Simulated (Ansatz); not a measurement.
# A single-molecule junction: (GeH2)2 chain with thiolate ends, between Au (111) faces with pyramids

Where do the molecule's levels lie against the Fermi level, and what passes?

Calculated with Ansatz 0.2.0; DFT PBE, plane waves, PAW; relaxation of a junction, electrodes held but for their tips, in the first sound run; inputs show where later runs differ.

### 1. Starting point

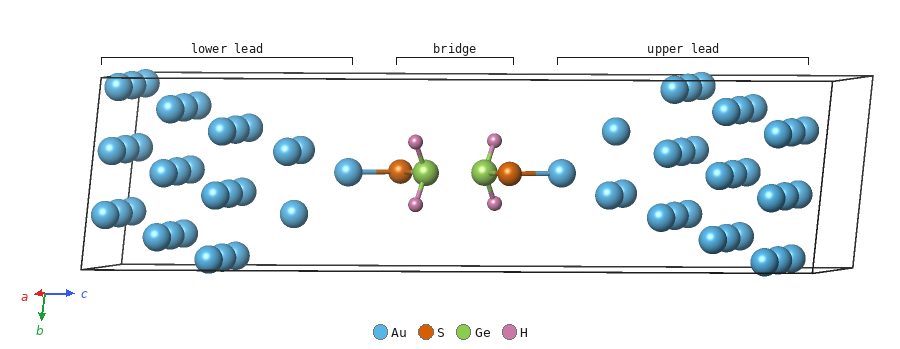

The starting structure, seen from the side, with the c axis across the page (gold blue, sulfur orange, germanium green, hydrogen pink).

The cell holds 70 atoms: 62 Au, 2 S, 2 Ge and 4 H. Cell: a = 8.825 Å, b = 8.825 Å, c = 30.045 Å, α = 90.0°, β = 90.0°, γ = 60.0°. Electrodes: Au (111) 3x3 face with a four-atom pyramid; the apex atoms were set 8.765 Å apart; the free molecule is [SH][GeH2][GeH2][SH]. Regions: lower lead, 31 atoms (31 Au); bridge, 8 atoms (2 S, 2 Ge and 4 H); upper lead, 31 atoms (31 Au). The structure is stacked along c, and the current runs across the ab planes.

### 2. Relaxation of the scattering region

The bridge and the electrodes' tips relax, while 54 atoms stay at the lead's spacing, so that the ends still repeat as a lead.

Input file input.yaml:

```yaml
crystal:
  lattice:
    - [8.8246926292, 0.0, 0.0]
    - [4.4123463146, 7.6424079975, 0.0]
    - [0.0, 0.0, 30.0446912568]
  atoms:
    - { symbol: Au, position: [0.722222222, 0.722222222, 0.0] }
    - { symbol: Au, position: [0.722222222, 0.055555556, 0.0] }
    - { symbol: Au, position: [0.722222222, 0.388888889, 0.0] }
    - { symbol: Au, position: [0.055555556, 0.722222222, 0.0] }
    - { symbol: Au, position: [0.055555556, 0.055555556, 0.0] }
    - { symbol: Au, position: [0.055555556, 0.388888889, 0.0] }
    - { symbol: Au, position: [0.388888889, 0.722222222, 0.0] }
    - { symbol: Au, position: [0.388888889, 0.055555556, 0.0] }
    - { symbol: Au, position: [0.388888889, 0.388888889, 0.0] }
    - { symbol: Au, position: [0.833333333, 0.833333333, 0.07994015] }
    - { symbol: Au, position: [0.833333333, 0.166666667, 0.07994015] }
    - { symbol: Au, position: [0.833333333, 0.5, 0.07994015] }
    - { symbol: Au, position: [0.166666667, 0.833333333, 0.07994015] }
    - { symbol: Au, position: [0.166666667, 0.166666667, 0.07994015] }
    - { symbol: Au, position: [0.166666667, 0.5, 0.07994015] }
    - { symbol: Au, position: [0.5, 0.833333333, 0.07994015] }
    - { symbol: Au, position: [0.5, 0.166666667, 0.07994015] }
    - { symbol: Au, position: [0.5, 0.5, 0.07994015] }
    - { symbol: Au, position: [0.944444444, 0.944444444, 0.1598803] }
    - { symbol: Au, position: [0.944444444, 0.277777778, 0.1598803] }
    - { symbol: Au, position: [0.944444444, 0.611111111, 0.1598803] }
    - { symbol: Au, position: [0.277777778, 0.944444444, 0.1598803] }
    - { symbol: Au, position: [0.277777778, 0.277777778, 0.1598803] }
    - { symbol: Au, position: [0.277777778, 0.611111111, 0.1598803] }
    - { symbol: Au, position: [0.611111111, 0.944444444, 0.1598803] }
    - { symbol: Au, position: [0.611111111, 0.277777778, 0.1598803] }
    - { symbol: Au, position: [0.611111111, 0.611111111, 0.1598803] }
    - { symbol: Au, position: [0.388888889, 0.388888889, 0.239820449] }
    - { symbol: Au, position: [0.722222222, 0.388888889, 0.239820449] }
    - { symbol: Au, position: [0.388888889, 0.722222222, 0.239820449] }
    - { symbol: Au, position: [0.5, 0.5, 0.314164789] }
    - { symbol: S, position: [0.34509256, 0.499999453, 0.376787114] }
    - { symbol: Ge, position: [0.543341027, 0.499998874, 0.422298946] }
    - { symbol: Ge, position: [0.456660552, 0.499997062, 0.497760886] }
    - { symbol: S, position: [0.654910057, 0.499994604, 0.54327266] }
    - { symbol: H, position: [0.723268999, 0.334321751, 0.413811676] }
    - { symbol: H, position: [0.557591047, 0.665676747, 0.413812145] }
    - { symbol: H, position: [0.442409432, 0.334319762, 0.506247624] }
    - { symbol: H, position: [0.276733107, 0.665674855, 0.50624821] }
    - { symbol: Au, position: [0.5, 0.5, 0.605895061] }
    - { symbol: Au, position: [0.611111111, 0.611111111, 0.680239401] }
    - { symbol: Au, position: [0.277777778, 0.611111111, 0.680239401] }
    - { symbol: Au, position: [0.611111111, 0.277777778, 0.680239401] }
    - { symbol: Au, position: [0.388888889, 0.388888889, 0.760179551] }
    - { symbol: Au, position: [0.388888889, 0.722222222, 0.760179551] }
    - { symbol: Au, position: [0.388888889, 0.055555556, 0.760179551] }
    - { symbol: Au, position: [0.722222222, 0.388888889, 0.760179551] }
    - { symbol: Au, position: [0.722222222, 0.722222222, 0.760179551] }
    - { symbol: Au, position: [0.722222222, 0.055555556, 0.760179551] }
    - { symbol: Au, position: [0.055555556, 0.388888889, 0.760179551] }
    - { symbol: Au, position: [0.055555556, 0.722222222, 0.760179551] }
    - { symbol: Au, position: [0.055555556, 0.055555556, 0.760179551] }
    - { symbol: Au, position: [0.5, 0.5, 0.8401197] }
    - { symbol: Au, position: [0.5, 0.833333333, 0.8401197] }
    - { symbol: Au, position: [0.5, 0.166666667, 0.8401197] }
    - { symbol: Au, position: [0.833333333, 0.5, 0.8401197] }
    - { symbol: Au, position: [0.833333333, 0.833333333, 0.8401197] }
    - { symbol: Au, position: [0.833333333, 0.166666667, 0.8401197] }
    - { symbol: Au, position: [0.166666667, 0.5, 0.8401197] }
    - { symbol: Au, position: [0.166666667, 0.833333333, 0.8401197] }
    - { symbol: Au, position: [0.166666667, 0.166666667, 0.8401197] }
    - { symbol: Au, position: [0.611111111, 0.611111111, 0.92005985] }
    - { symbol: Au, position: [0.611111111, 0.944444444, 0.92005985] }
    - { symbol: Au, position: [0.611111111, 0.277777778, 0.92005985] }
    - { symbol: Au, position: [0.944444444, 0.611111111, 0.92005985] }
    - { symbol: Au, position: [0.944444444, 0.944444444, 0.92005985] }
    - { symbol: Au, position: [0.944444444, 0.277777778, 0.92005985] }
    - { symbol: Au, position: [0.277777778, 0.611111111, 0.92005985] }
    - { symbol: Au, position: [0.277777778, 0.944444444, 0.92005985] }
    - { symbol: Au, position: [0.277777778, 0.277777778, 0.92005985] }
kpoints:
  mp_grid: { grid: [2, 2, 1] }
scf:
  occupations: { method: fermi_dirac, width: 0.1 }
hamiltonian:
  xc: pbe
relax:
  constraints:
    - { sites: [0, 1, 2, 3, 4, 5, 6, 7, 8, 9, 10, 11, 12, 13, 14, 15, 16, 17, 18, 19, 20, 21, 22, 23, 24, 25, 26, 43, 44, 45, 46, 47, 48, 49, 50, 51, 52, 53, 54, 55, 56, 57, 58, 59, 60, 61, 62, 63, 64, 65, 66, 67, 68, 69] }
  f_tol: 0.05
  max_steps: 35
```

The run is started by

```
ansatz run input.yaml --threads 16 --pin off --max-ram 61440MiB --backend cuda --events-out ev --progress --plain --runs-dir out --max-vram 78GiB
```

Numbers of over 12 decimals in the logs are rounded to 6 here.

Log:

```text
Warning: the atoms were moved onto the symmetric positions of the space group found under crystal.symmetry.tolerance 1.0e-5 (fractional; no operation is sought that the atoms, as they stand in a round, miss by more than twice it, and no atom is moved by as much as it), and the run uses the moved positions. Before a round's move an operation carried an atom to 4.19e-5 Å from where it should land, the largest such dist [...]
Engine: ansatz 0.2.0, aarch64-unknown-linux-gnu
Pseudopotentials: kind: paw
Pseudopotential: Au, paw, valence charge 19, recommended cutoff 420 eV (normal), Au.paw.azcp
Pseudopotential: S, paw, valence charge 6, recommended cutoff 420 eV (normal), S.paw.azcp
Pseudopotential: Ge, paw, valence charge 14, recommended cutoff 420 eV (normal), Ge.paw.azcp
Pseudopotential: H, paw, valence charge 1, recommended cutoff 420 eV (normal), H.paw.azcp
Functional definition: PBE
  parameter kappa = 0.804
  parameter beta = 0.066725
  exchange = pbe_x(kappa = kappa, mu = beta*pi^2/3)
  correlation = pbe_c(beta = beta)
device memory: the entry about to start is reckoned to put 25.2 GiB on a device that reports 165.8 GiB free (of which the cap on the GPU budget leaves the run 78.0 GiB)
GPU FFT provider: cuFFT
GPU libraries: cuBLAS 13.8.1, cuFFT 12.4.0, cuSOLVER 12.3.2
GPU matrix products: emulated (plane waves: as basis.precision tells), large ones in fixed point in workspaces of 1.00 GiB
Crystal: 70 atoms, lattice volume = 2026.271 Å³
Basis set: ecut = 420 eV, 39599 PW (Γ), exchange–correlation on 120×120×432 points (8 copies of the dense FFT grid, shifted against one another)
Bands: 734, of which v1, the nominal top of the filled ones, is band 611 counted from 1 (610 counted from 0)
Symmetry: 2 space group operations
Space group: P-1 (ITA 2), of the structure as read, at distance tolerance 1.3e-4 Å
k-points: 4
Non-local potential: Au, projectors of the file, l = 0: 3, l = 1: 2, l = 2: 2, l = 3: 1
Non-local potential: S, projectors of the file, l = 0: 2, l = 1: 2, l = 2: 2
Non-local potential: Ge, projectors of the file, l = 0: 2, l = 1: 2, l = 2: 3, l = 3: 1
Non-local potential: H, projectors of the file, l = 0: 2, l = 1: 1
PAW form: soft (Blöchl's): semilocal exchange-correlation on the pseudo side does not see the compensation charge
PAW one-centre angular grid: Au, 590 points (default); XC on 64 Gauss nodes
PAW one-centre angular grid: S, 110 points (default); XC on 64 Gauss nodes
PAW one-centre angular grid: Ge, 590 points (default); XC on 64 Gauss nodes
PAW one-centre angular grid: H, 110 points (default); XC on 64 Gauss nodes
Initial density: superposition of atomic densities (neutral atoms: chi_scale 0, normalization atom), corrected by the library's trained network
Initial wavefunctions: pseudopotential atomic-orbital guess
GPU buffer pool allocated for 777600 grid points (all kernels)
GPU transforms: local potential and band sums: pruned to the plane-wave sphere, on 60×60×216
Functional: x = pbe(κ = 0.804, μ = 0.219515), c = pbe(β = 0.066725)
SCF iter   1: F=—  HF=-825704.874082 eV  |F-HF|=—  |Δ(HF+E_count)|=         —  Δρ=3.96e-3  dr2=1.26e1  ethr=1.77e-3  ⟨swp⟩=6.0  Hψ=11107  notcnv=0  defer=154
preconditioner: auto → LDOS  [metal: Δε(μ)=0.005 eV  Ē_g=9.333 eV  σ=0.100 eV  W_gap=0.01  n_scr=550 (ndim 8)  ℏωp=22.2 eV  f_vac=0.364  D(μ)=35.59/eV (n_scr^D=214)  β→1.0]
SCF iter   2: F=—  HF=-825704.531406 eV  |F-HF|=—  |Δ(HF+E_count)|=   3.43e-1  Δρ=2.40e-3  dr2=6.17e-1  ethr=1.03e-3  ⟨swp⟩=1.8  Hψ=3384  notcnv=0  defer=336
SCF iter   3: F=—  HF=-825704.486173 eV  |F-HF|=—  |Δ(HF+E_count)|=   4.52e-2  Δρ=7.09e-4  dr2=4.33e-2  ethr=5.05e-5  ⟨swp⟩=2.0  Hψ=3389  notcnv=0  defer=333
SCF iter   4: F=—  HF=-825704.505154 eV  |F-HF|=—  |Δ(HF+E_count)|=   1.90e-2  Δρ=2.58e-4  dr2=4.84e-3  ethr=3.54e-6  ⟨swp⟩=2.0  Hψ=4134  notcnv=0  defer=333
SCF iter   5: F=—  HF=-825704.504695 eV  |F-HF|=—  |Δ(HF+E_count)|=   4.60e-4  Δρ=7.71e-5  dr2=3.09e-4  ethr=3.96e-7  ⟨swp⟩=2.0  Hψ=4137  notcnv=0  defer=333
SCF iter   6: F=-825704.504611 eV  HF=-825704.504650 eV  |F-HF|=3.93e-5  |Δ(HF+E_count)|=   4.46e-5  Δρ=2.74e-5  dr2=4.59e-5  ethr=5.11e-9  ⟨swp⟩=3.0  Hψ=11796  notcnv=0
SCF 1 converged in 6 iterations: F = -825704.504611 eV  dr2 = 4.59e-5
  greatest PAW one-centre occupation: 1.000 electrons in one spin orbital (limit 2), on the Au atom at site 47 (counted from 0), in its partial waves of l = 0
relax step   1: F+E_penalty+E_count = -825704.50461062 eV  Δ(F+E_penalty+E_count) = +0.000e0 eV  max|allowed force component| = 7.452e-1 eV/Å  Δτ_max = 0.0000 Å  (6 SCF iters, dr2 threshold 6.25e-5 eV, accepted)
device memory: the entry about to start is reckoned to put 23.5 GiB (of the 25.2 GiB reckoned in all, the device holds 1.7 GiB already) on a device that reports 162.9 GiB free (of which the cap on the GPU budget leaves the run 76.2 GiB)
GPU FFT provider: cuFFT
GPU libraries: cuBLAS 13.8.1, cuFFT 12.4.0, cuSOLVER 12.3.2
GPU matrix products: emulated (plane waves: as basis.precision tells), large ones in fixed point in workspaces of 1.00 GiB
Initial density: handed on by an earlier stage of this run
Initial wavefunctions: those handed on with the density
GPU buffer pool allocated for 777600 grid points (all kernels)
GPU transforms: local potential and band sums: pruned to the plane-wave sphere, on 60×60×216
iter 1 solved again at ethr=6.54e-5 eV; its pass at ethr=3.10e-3 eV (dr2=7.99e-1 eV) is discarded
SCF iter   1: F=—  HF=-825705.275792 eV  |F-HF|=—  |Δ(HF+E_count)|=         —  Δρ=5.20e-3  dr2=6.06e-1  ethr=6.54e-5  ⟨swp⟩=2.0  Hψ=10495  notcnv=0  defer=355
preconditioner: auto → LDOS  [metal: Δε(μ)=0.035 eV  Ē_g=9.489 eV  σ=0.100 eV  W_gap=0.09  n_scr=550 (ndim 8)  ℏωp=22.2 eV  f_vac=0.368  D(μ)=29.49/eV (n_scr^D=134)  β→1.0]
SCF iter   2: F=—  HF=-825705.287278 eV  |F-HF|=—  |Δ(HF+E_count)|=   1.15e-2  Δρ=3.22e-3  dr2=3.97e-1  ethr=4.96e-5  ⟨swp⟩=3.0  Hψ=6141  notcnv=0  defer=355
SCF iter   3: F=—  HF=-825705.197390 eV  |F-HF|=—  |Δ(HF+E_count)|=   8.99e-2  Δρ=7.42e-4  dr2=2.60e-2  ethr=3.25e-5  ⟨swp⟩=2.5  Hψ=4282  notcnv=0  defer=355
SCF iter   4: F=—  HF=-825705.184847 eV  |F-HF|=—  |Δ(HF+E_count)|=   1.25e-2  Δρ=2.14e-4  dr2=1.73e-3  ethr=2.13e-6  ⟨swp⟩=2.2  Hψ=4955  notcnv=0  defer=355
SCF iter   5: F=—  HF=-825705.184430 eV  |F-HF|=—  |Δ(HF+E_count)|=   4.16e-4  Δρ=4.33e-5  dr2=7.24e-5  ethr=1.42e-7  ⟨swp⟩=3.0  Hψ=5311  notcnv=0  defer=355
SCF iter   6: F=-825705.184433 eV  HF=-825705.184437 eV  |F-HF|=3.79e-6  |Δ(HF+E_count)|=   6.58e-6  Δρ=1.41e-5  dr2=6.52e-6  ethr=2.84e-9  ⟨swp⟩=4.0  Hψ=9126  notcnv=0
SCF 2 converged in 6 iterations: F = -825705.184433 eV  dr2 = 6.52e-6
[...]
Fermi energy:    8.667322 eV
--- Per-component energies (eV) ---
  E_band       = -26710.695201
  E_kinetic    = 37936.915519
  E_local      = -1661688.677537  (includes V_loc(G=0)·N_el)
  E_nonlocal   = 5517.033954
  E_hartree    = 815977.915461
  E_xc         = -14475.383818
  E_vxc        = -17354.734898  (∫ρ·V_xc dr)
  E_paw        = -607070.077878  (= ΣΔE_a)
  E_vpaw       = -23077.199109  (= ΣTr[D̂ρ^β])
  E_aug_tail   = 0.082196  (compensation charges beyond the density's cutoff)
  E_ewald      = 598097.799357
  E_smearing   = -0.974491  (= −TS)
  E_closure    = -0.000000  (closes the sum)
  Σ components = -825705.367237   (vs F -825705.367237, Δ=0.00e0)
--- Forces (eV/Å), atoms counted from 1 ---
  atom   1  Au     0.02269982     0.01353334     0.00823214
  atom   2  Au     0.00321536    -0.02699617     0.01927087
  atom   3  Au     0.01882775    -0.01466768     0.04325089
  atom   4  Au    -0.02023486     0.01617540     0.02122151
  atom   5  Au     0.00762416     0.00605242     0.03693984
  atom   6  Au    -0.00404920    -0.01229198     0.02349441
  atom   7  Au    -0.00607814     0.02304532     0.04414309
  atom   8  Au    -0.01167193     0.00433052     0.02151283
  atom   9  Au    -0.01828444    -0.00797109     0.04754036
  atom  10  Au    -0.01036756    -0.00168508    -0.10551173
  atom  11  Au    -0.04834291     0.03931281    -0.14905167
  atom  12  Au    -0.05321191     0.02922813    -0.15102267
  atom  13  Au     0.00875383    -0.06006529    -0.16163778
  atom  14  Au     0.01988941     0.00396673     0.05372716
  atom  15  Au     0.04829674     0.02110720    -0.18409731
  atom  16  Au     0.00519032    -0.05409874    -0.16494905
  atom  17  Au     0.04134453     0.02412299    -0.18355458
  atom  18  Au     0.00068124    -0.00034006    -0.27031098
  atom  19  Au    -0.04814411    -0.02835535     0.00917668
  atom  20  Au     0.12373289    -0.07841233     0.32019228
  atom  21  Au    -0.00162420     0.06379937     0.01055154
  atom  22  Au    -0.01616962     0.24234565     0.24541731
  atom  23  Au    -0.28556154    -0.15135215     0.17821545
  atom  24  Au    -0.49226311     0.34918663    -0.11803236
  atom  25  Au     0.05925063    -0.03853979     0.01342989
  atom  26  Au     0.08852549    -0.61509109    -0.18371552
  atom  27  Au     0.53203361     0.26224024    -0.16012016
  atom  28  Au    -0.01038685    -0.00592348    -0.00801148
  atom  29  Au    -0.01445883    -0.00738172    -0.00036320
  atom  30  Au    -0.01570567    -0.01898138     0.00480576
  atom  31  Au     0.02296865     0.02959684     0.00789792
  atom  32  S      0.01848170    -0.00670893     0.01808065
  atom  33  Ge    -0.01356308    -0.00193074    -0.01863911
  atom  34  Ge     0.01356308     0.00193074     0.01863911
  atom  35  S     -0.01848170     0.00670893    -0.01808065
  atom  36  H      0.01658144    -0.01154304    -0.01040315
  atom  37  H     -0.02068776    -0.01694084     0.02480374
  atom  38  H      0.02068776     0.01694084    -0.02480374
  atom  39  H     -0.01658144     0.01154304     0.01040315
  atom  40  Au    -0.02296865    -0.02959684    -0.00789792
[...]
atom  59  Au     0.05321191    -0.02922813     0.15102267
  atom  60  Au     0.04834291    -0.03931281     0.14905167
  atom  61  Au     0.01036756     0.00168508     0.10551173
  atom  62  Au     0.01828444     0.00797109    -0.04754036
  atom  63  Au     0.01167193    -0.00433052    -0.02151283
  atom  64  Au     0.00607814    -0.02304532    -0.04414309
  atom  65  Au     0.00404920     0.01229198    -0.02349441
  atom  66  Au    -0.00762416    -0.00605242    -0.03693984
  atom  67  Au     0.02023486    -0.01617540    -0.02122151
  atom  68  Au    -0.01882775     0.01466768    -0.04325089
  atom  69  Au    -0.00321536     0.02699617    -0.01927087
  atom  70  Au    -0.02269982    -0.01353334    -0.00823214
  max |Σ_I F_I| component: 5.90e-17 eV/Å
--- Relaxed structure (6 steps of the walk, 6 accepted, 0 SCFs on fresh bases) ---
  F+E_penalty+E_count = -825705.36723724 eV   max|allowed force component| = 2.960e-2 eV/Å
  atoms:
    - { symbol: Au, position: [0.722222, 0.722222222, -1.8571428594365322e-9] }
    - { symbol: Au, position: [0.722222, 0.055556, -1.8571428594365322e-9] }
    - { symbol: Au, position: [0.722222, 0.388889, -1.8571428594365322e-9] }
    - { symbol: Au, position: [0.055556, 0.722222222, -1.8571428594365322e-9] }
    - { symbol: Au, position: [0.055556, 0.055556, -1.8571428594365322e-9] }
    - { symbol: Au, position: [0.055556, 0.388889, -1.8571428594365322e-9] }
    - { symbol: Au, position: [0.388888889, 0.722222222, -1.8571428594365322e-9] }
    - { symbol: Au, position: [0.388888889, 0.055556, -1.8571428594365322e-9] }
    - { symbol: Au, position: [0.388889, 0.388889, -1.8571428594365322e-9] }
    - { symbol: Au, position: [0.833333, 0.833333, 0.079940] }
    - { symbol: Au, position: [0.833333, 0.166667, 0.079940] }
    - { symbol: Au, position: [0.833333, 0.500000, 0.079940] }
    - { symbol: Au, position: [0.166667, 0.833333, 0.079940] }
    - { symbol: Au, position: [0.166667, 0.166667, 0.079940] }
    - { symbol: Au, position: [0.166667, 0.500000, 0.079940] }
    - { symbol: Au, position: [0.500000, 0.833333, 0.079940] }
    - { symbol: Au, position: [0.5, 0.166667, 0.079940] }
    - { symbol: Au, position: [0.5, 0.500000, 0.079940] }
    - { symbol: Au, position: [0.944444, 0.944444, 0.159880] }
    - { symbol: Au, position: [0.944444, 0.277777778, 0.159880] }
    - { symbol: Au, position: [0.944444, 0.611111, 0.159880] }
    - { symbol: Au, position: [0.277778, 0.944444, 0.159880] }
    - { symbol: Au, position: [0.277778, 0.277777778, 0.159880] }
    - { symbol: Au, position: [0.277778, 0.611111, 0.159880] }
    - { symbol: Au, position: [0.611111, 0.944444, 0.159880] }
    - { symbol: Au, position: [0.611111111, 0.277777778, 0.159880] }
    - { symbol: Au, position: [0.611111, 0.611111, 0.159880] }
    - { symbol: Au, position: [0.388350, 0.384246, 0.232697] }
    - { symbol: Au, position: [0.716043, 0.393428, 0.234779] }
    - { symbol: Au, position: [0.392183, 0.724393, 0.233859] }
    - { symbol: Au, position: [0.483238, 0.503362, 0.304742] }
    - { symbol: S, position: [0.379818, 0.492432, 0.373576] }
    - { symbol: Ge, position: [0.564485, 0.501868, 0.423800] }
    - { symbol: Ge, position: [0.435515, 0.498132, 0.496259] }
    - { symbol: S, position: [0.620182, 0.507568, 0.546484] }
    - { symbol: H, position: [0.748425, 0.339921, 0.419288] }
    - { symbol: H, position: [0.575672, 0.669856, 0.418065] }
    - { symbol: H, position: [0.424328, 0.330144, 0.501995] }
    - { symbol: H, position: [0.251575, 0.660079, 0.500772] }
    - { symbol: Au, position: [0.516762, 0.496638, 0.615318] }
    - { symbol: Au, position: [0.611650, 0.615754, 0.687363] }
    - { symbol: Au, position: [0.283957, 0.606572, 0.685281] }
    - { symbol: Au, position: [0.607817, 0.275607, 0.686201] }
    - { symbol: Au, position: [0.388889, 0.388889, 0.760180] }
    - { symbol: Au, position: [0.388888889, 0.722222222, 0.760180] }
    - { symbol: Au, position: [0.388888889, 0.055556, 0.760180] }
    - { symbol: Au, position: [0.722222, 0.388889, 0.760180] }
    - { symbol: Au, position: [0.722222, 0.722222222, 0.760180] }
[...]
- { symbol: Au, position: [0.166667, 0.500000, 0.840120] }
    - { symbol: Au, position: [0.166667, 0.833333, 0.840120] }
    - { symbol: Au, position: [0.166667, 0.166667, 0.840120] }
    - { symbol: Au, position: [0.611111, 0.611111, 0.920060] }
    - { symbol: Au, position: [0.611111, 0.944444, 0.920060] }
    - { symbol: Au, position: [0.611111111, 0.277777778, 0.920060] }
    - { symbol: Au, position: [0.944444, 0.611111, 0.920060] }
    - { symbol: Au, position: [0.944444, 0.944444, 0.920060] }
    - { symbol: Au, position: [0.944444, 0.277777778, 0.920060] }
    - { symbol: Au, position: [0.277778, 0.611111, 0.920060] }
    - { symbol: Au, position: [0.277778, 0.944444, 0.920060] }
    - { symbol: Au, position: [0.277778, 0.277777778, 0.920060] }
[key lines of the parts left out:]
SCF converged after 7 iterations
Free energy (F): -825705.367237 eV
```

Run time: 9.5 s. Hardware: 1 × NVIDIA GB200 with 16 threads of Arm Neoverse V2, shared host; peak memory 1.9 GiB.

(Continued in part 2 of 3.)

[Logs are printed without paths, hosts, clocks, repeated set-up lines and the standing remarks that a program may print on its own settings, such as how far it seeks lower states.]

[Hosts, paths, dates, database ids (printed as entryN), source tags and the programs' standing remarks are cut or masked in the printed files.]
